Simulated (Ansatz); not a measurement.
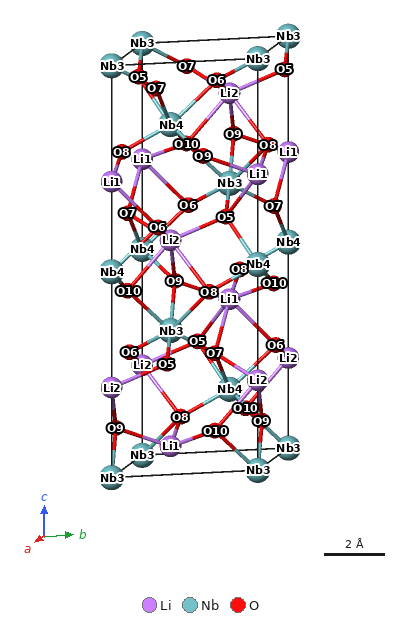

Figure 1. The structure as given in the input (ball-and-stick view of the cell 3 times as large as that of the calculation, set on its symmetry axes, seen slightly off an axis; atoms are numbered from 1 in the order of the input). Near neighbours in the crystal (not all of them lie inside the picture): Li has 6 O at 2.08 to 2.27 Å; Nb has 6 O at 1.88 to 2.16 Å; O has 2 Li at 2.08 to 2.27 Å and 2 Nb at 1.88 to 2.16 Å.

## Single-point calculation of LiNbO$_{3}$

- system: LiNbO$_{3}$ (R3c, 10 atoms in the cell)
- method: DFT PBE, scalar-relativistic, plane waves, PAW, no spin polarisation (Ansatz 0.2.0)

The structure derives from an entry of the Crystallography Open Database. Figures and captions count atoms from 1; the log counts them from 0 in places.

Output
```
Engine: ansatz 0.2.0, aarch64-unknown-linux-gnu
Pseudopotentials: kind: paw
Pseudopotential: Li, paw, valence charge 3, recommended cutoff 420 eV (normal), Li.paw.azcp
Pseudopotential: Nb, paw, valence charge 13, recommended cutoff 420 eV (normal), Nb.paw.azcp
Pseudopotential: O, paw, valence charge 6, recommended cutoff 420 eV (normal), O.paw.azcp
Functional definition: PBE
  parameter kappa = 0.804
  parameter beta = 0.06672455060314922
  exchange = pbe_x(kappa = kappa, mu = beta*pi^2/3)
  correlation = pbe_c(beta = beta)
Crystal: 10 atoms, lattice volume = 108.953 Å³
Basis set: ecut = 420 eV, 2139 PW (Γ), exchange–correlation on 80×80×80 points (8 copies of the dense FFT grid, shifted against one another)
Bands: 44, of which v1, the nominal top of the filled ones, is band 34 counted from 1 (33 counted from 0)
Symmetry: 6 space group operations
Space group: R3c (ITA 161), of the structure as read, at distance tolerance 4.8e-5 Å
k-points: 32 of 216 (time reversal used)
Non-local potential: Li, projectors of the file, l = 0: 3, l = 1: 2, l = 2: 1
Non-local potential: Nb, projectors of the file, l = 0: 3, l = 1: 2, l = 2: 2, l = 3: 1
Non-local potential: O, projectors of the file, l = 0: 2, l = 1: 2, l = 2: 1
PAW form: soft (Blöchl's): semilocal exchange-correlation on the pseudo side does not see the compensation charge
PAW one-centre angular grid: Li, 110 points (default); XC on 64 Gauss nodes
PAW one-centre angular grid: Nb, 590 points (default); XC on 64 Gauss nodes
PAW one-centre angular grid: O, 110 points (default); XC on 64 Gauss nodes
Initial density: superposition of atomic densities (neutral atoms: chi_scale 0, normalization atom), corrected by the library's trained network
Initial wavefunctions: pseudopotential atomic-orbital guess
Functional: x = pbe(κ = 0.804, μ = 0.2195149727645171), c = pbe(β = 0.06672455060314922)
SCF iter   1: F=—  HF=-12929.478891 eV  |F-HF|=—  |Δ(HF+E_count)|=         —  Δρ=1.55e-3  dr2=8.76e-4  ethr=1.77e-3  ⟨swp⟩=6.2  Hψ=5701  notcnv=0
preconditioner: auto → Resta (q_TF=auto, 2.522 Å⁻¹)  ε∞=5.6  [insulator: Δε(μ)=3.563 eV  Ē_g=11.515 eV  σ=0.010 eV  W_gap=1.00  n_scr=26 (ndim 8)  ℏωp=24.6 eV  f_vac=0.020  D(μ)=0.00/eV (n_scr^D=0)  ε∞_Penn≈5.6]
SCF iter   2: F=—  HF=-12929.480273 eV  |F-HF|=—  |Δ(HF+E_count)|=   1.38e-3  Δρ=8.51e-4  dr2=2.75e-4  ethr=1.29e-6  ⟨swp⟩=2.0  Hψ=2788  notcnv=0  defer=125
SCF iter   3: F=—  HF=-12929.480917 eV  |F-HF|=—  |Δ(HF+E_count)|=   6.44e-4  Δρ=3.86e-4  dr2=1.12e-4  ethr=4.04e-7  ⟨swp⟩=2.0  Hψ=2014  notcnv=0  defer=125
SCF iter   4: F=—  HF=-12929.480993 eV  |F-HF|=—  |Δ(HF+E_count)|=   7.56e-5  Δρ=7.03e-5  dr2=6.44e-6  ethr=1.65e-7  ⟨swp⟩=2.0  Hψ=1829  notcnv=0  defer=125
SCF iter   5: F=—  HF=-12929.480989 eV  |F-HF|=—  |Δ(HF+E_count)|=   4.06e-6  Δρ=2.49e-5  dr2=9.29e-7  ethr=9.47e-9  ⟨swp⟩=2.1  Hψ=1924  notcnv=0  defer=125
SCF iter   6: F=—  HF=-12929.480990 eV  |F-HF|=—  |Δ(HF+E_count)|=   8.65e-7  Δρ=9.11e-6  dr2=1.04e-7  ethr=1.37e-9  ⟨swp⟩=2.0  Hψ=1831  notcnv=0  defer=125
SCF iter   7: F=-12929.480990 eV  HF=-12929.480990 eV  |F-HF|=5.43e-9  |Δ(HF+E_count)|=   1.00e-7  Δρ=1.76e-6  dr2=2.97e-9  ethr=1.47e-10  ⟨swp⟩=9.0  Hψ=5187  notcnv=0
SCF 1 converged in 7 iterations: F = -12929.480990 eV  dr2 = 2.97e-9
  greatest PAW one-centre occupation: 1.000 electrons in one spin orbital (limit 2), on the Li atom at site 0 (counted from 0), in its partial waves of l = 0
```

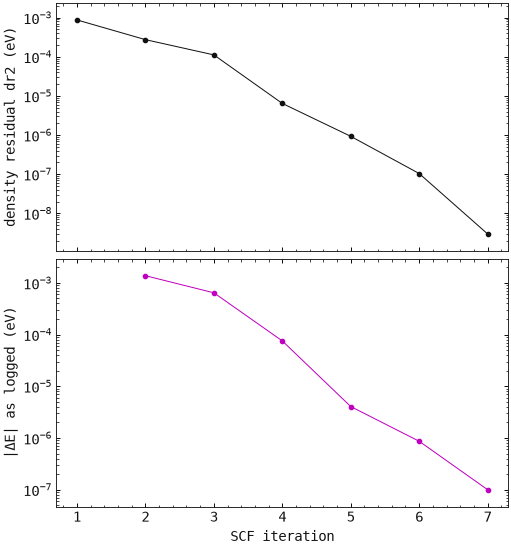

Figure 2. Convergence of the self-consistent field: density residual dr2 and size of the energy change against the SCF iteration. The residual falls at every step.

```
NSCF: frozen V_eff on 32 k-points
NSCF: frozen V_eff on 32 k-points
NSCF: frozen V_eff on 32 k-points
NSCF: frozen V_eff on 32 k-points
NSCF: frozen V_eff on 32 k-points
NSCF: frozen V_eff on 17 k-points
NSCF: frozen V_eff on 2 k-points
NSCF: frozen V_eff on 30 k-points
NSCF: frozen V_eff on 8 k-points
NSCF: frozen V_eff on 23 k-points
NSCF: frozen V_eff on 16 k-points
NSCF: frozen V_eff on 14 k-points
NSCF: frozen V_eff on 4 k-points
NSCF: frozen V_eff on 14 k-points
NSCF: frozen V_eff on 4 k-points
NSCF: frozen V_eff on 3 k-points
SCF converged after 7 iterations
Free energy (F): -12929.480990 eV
Harris-Foulkes:  -12929.480990 eV  (|F-HF|=5.43e-9)
Internal energy: -12929.480990 eV  (E = F + TS)
E sigma→0 (E₀):  -12929.480990 eV
Fermi energy:    8.715835 eV
--- Per-component energies (eV) ---
  E_band       = -543.906090
  E_kinetic    = 1882.978617
  E_local      = -4345.219553  (includes V_loc(G=0)·N_el)
  E_nonlocal   = 450.077854
  E_hartree    = 1469.545266
  E_xc         = -817.016825
  E_vxc        = -1020.370785  (∫ρ·V_xc dr)
  E_paw        = -7133.728051  (= ΣΔE_a)
  E_vpaw       = -450.477821  (= ΣTr[D̂ρ^β])
  E_aug_tail   = 0.014749  (compensation charges beyond the density's cutoff)
  E_ewald      = -4436.133046
  E_smearing   = -0.000000  (= −TS)
  E_closure    = 0.000000  (closes the sum)
  Σ components = -12929.480990   (vs F -12929.480990, Δ=0.00e0)
--- Forces (eV/Å), atoms counted from 1 ---
  atom   1  Li     0.00000000    -0.00000000     0.00154662
  atom   2  Li    -0.00000000     0.00000000     0.00154662
  atom   3  Nb    -0.00000000     0.00000000     0.00183545
  atom   4  Nb     0.00000000     0.00000000     0.00183545
  atom   5  O      0.00290095    -0.00134930    -0.00112445
  atom   6  O     -0.00028194     0.00318694    -0.00112445
  atom   7  O     -0.00261900    -0.00183764    -0.00112445
  atom   8  O      0.00261900    -0.00183764    -0.00112445
  atom   9  O     -0.00290095    -0.00134930    -0.00112445
  atom  10  O      0.00028194     0.00318694    -0.00112445
  max |Σ_I F_I| component: 1.74e-5 eV/Å
--- Stress (GPa, compression-positive) ---
       -0.009119       0.000000       0.000000
        0.000000      -0.009119      -0.000000
        0.000000      -0.000000      -0.005063
  P = ⅓ Tr σ = -0.0078 GPa (-0.078 kbar)
--- Band table (eV; the first three rows and the last of 32) ---
  k-point 0: bands = ["-47.2505", "-47.2375", "-35.7127", "-35.7105", "-23.5476", "-23.5476", "-23.4657", "-23.4053", "-23.4053", "-23.2977", "-9.9303", "-9.2744", "-9.2744", "-8.4570", "-8.2544", "-8.2544", "2.6380", "2.6380", "2.8211", "2.9017", "2.9017", "3.7454", "4.8728", "4.9432", "4.9432", "5.7429", "6.0123", "6.0123", "6.2300", "6.2313", "6.2313", "6.4329", "6.9278", "6.9278", "10.5143", "10.5143", "10.9729", "12.0096", "12.0096", "12.1413", "14.0731", "14.4019", "14.4019", "16.6551"]
  k-point 1: bands = ["-47.2497", "-47.2383", "-35.7126", "-35.7106", "-23.5396", "-23.5385", "-23.4542", "-23.4162", "-23.4153", "-23.3089", "-9.8275", "-9.2194", "-9.2172", "-8.5245", "-8.3544", "-8.3337", "2.5641", "2.6600", "2.9809", "3.1206", "3.1706", "3.8197", "4.5486", "4.6743", "4.7457", "5.6963", "5.7861", "6.0870", "6.1129", "6.4133", "6.4170", "6.4984", "6.8013", "6.8447", "10.5509", "10.5666", "10.9614", "11.8943", "12.1409", "12.1527", "14.3757", "14.3862", "14.5260", "16.5603"]
  k-point 2: bands = ["-47.2472", "-47.2407", "-35.7122", "-35.7111", "-23.5166", "-23.5135", "-23.4451", "-23.4424", "-23.4232", "-23.3395", "-9.5447", "-9.0725", "-9.0599", "-8.7380", "-8.5878", "-8.5375", "2.6852", "2.8541", "3.2299", "3.5766", "3.6740", "3.8902", "3.9181", "4.2847", "4.5353", "5.1358", "5.5049", "5.8319", "6.3593", "6.4353", "6.4680", "6.5877", "6.7071", "6.8401", "10.5655", "10.7962", "11.2765", "11.5430", "12.0530", "12.0799", "14.5597", "14.9093", "15.1561", "16.3595"]
  k-point 31: bands = ["-47.2440", "-47.2440", "-35.7116", "-35.7116", "-23.4776", "-23.4776", "-23.4776", "-23.4776", "-23.3843", "-23.3843", "-9.2319", "-9.2319", "-8.7892", "-8.7892", "-8.7892", "-8.7892", "3.5459", "3.5459", "3.5459", "3.5459", "3.7591", "3.7591", "4.3258", "4.3258", "4.3258", "4.3258", "4.7076", "4.7076", "6.3256", "6.3256", "6.6211", "6.6211", "6.6211", "6.6211", "11.4914", "11.4914", "11.6931", "11.6931", "11.6931", "11.6931", "15.3520", "15.3520", "15.3520", "15.3520"]
```

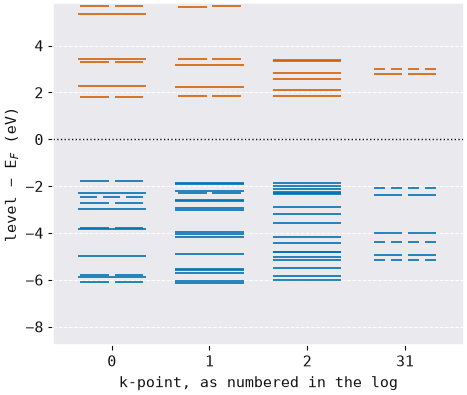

Figure 3. Kohn–Sham levels near the Fermi level (dotted) at the few k-points that the log prints; levels within 0.02 eV of each other stand side by side. Among these points the highest filled and lowest empty levels are 3.59 eV apart; the gap on the full mesh, 3.57 eV, has an edge at a point that isn't printed.

The run was set up as follows.

The input
```yaml
crystal:
  lattice:
    - [2.5947509083, 1.4980801354, 4.6714923687]
    - [-2.5947509083, 1.4980801354, 4.6714923687]
    - [0.0, -2.9961602708, 4.6714923687]
  atoms:
    - { symbol: Li, position: [0.2816005315, 0.2816005315, 0.2816005315] }
    - { symbol: Li, position: [0.7816005315, 0.7816005315, 0.7816005315] }
    - { symbol: Nb, position: [0.0004548846, 0.0004548846, 0.0004548846] }
    - { symbol: Nb, position: [0.5004548846, 0.5004548846, 0.5004548846] }
    - { symbol: O, position: [0.110443574, 0.3581703422, 0.7211456677] }
    - { symbol: O, position: [0.7211456677, 0.110443574, 0.3581703422] }
    - { symbol: O, position: [0.3581703422, 0.7211456677, 0.110443574] }
    - { symbol: O, position: [0.2211456677, 0.8581703422, 0.610443574] }
    - { symbol: O, position: [0.8581703422, 0.610443574, 0.2211456677] }
    - { symbol: O, position: [0.610443574, 0.2211456677, 0.8581703422] }
basis:
  ecutwfc: 420
  xc_grid: 2
kpoints:
  mp_grid: { grid: [6, 6, 6] }
  band_path: { path: [VBM, CBM], npoints: 2 }
hamiltonian:
  xc: pbe
scf:
  occupations: { method: gaussian, width: 0.01 }
output:
  forces: true
  stress: true
  eigenvalues: true
```

Command:
```bash
ansatz run input.yaml --threads 8 --pin off --max-ram 22528MiB --backend cpu --events-out ev --progress --plain --runs-dir out
```

Key numbers

```csv
quantity,value
outcome,converged
space group (tolerance 0.01 Å),R3c (161)
electrons treated,68
free energy,−12929.4810 eV
Fermi energy,8.716 eV
gap on the k-point mesh,3.57 eV
gap on the band path,3.53 eV
pressure,−0.01 GPa
largest force (length of the vector),0.003 eV/Å
hardware,"8 threads of Arm Neoverse V1, 24 GiB of memory available, shared host"
wall time,14 s (CPU time 1.7 min)
peak memory,0.58 GiB
```
